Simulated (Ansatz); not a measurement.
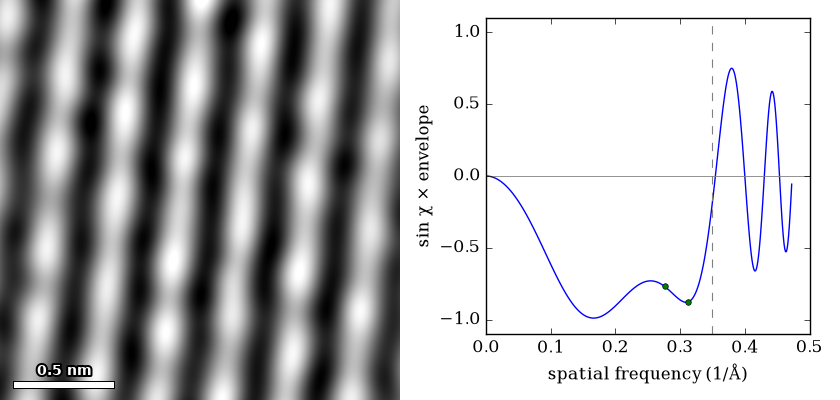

Phase-contrast TEM-like image of Sb (R-3m, No. 166) along [211]. Simulated in the weak-phase-object approximation with neutral-atom potentials: 80 kV, Cs = 0.50 mm, defocus −548 Å (negative is underfocus), defocus spread 40 Å, aperture 0.35 1/Å. The speckle of an amorphous layer was added. Model: the geometry given to an electronic-structure calculation, possibly off equilibrium.

The plot gives the contrast transfer function, the aperture (dashed) and the crystal's spatial frequencies that carry visible contrast (dots).

Q: Do the atom columns appear dark or bright, and why?

A: Dark. With positive Cs and underfocus sin χ is negative over the pass band, so the strongest columns (Sb) come out darker than the background.

Q: What point resolution do these settings give, and which lattice spacings pass?

A: About 2.9 Å (0.66 |Cs|^(1/4) λ^(3/4) with λ = 0.0418 Å). The spacings that carry visible contrast are {101} at 3.62 Å, {012} at 3.20 Å. Columns 2.21 Å apart are closer than that and merge.
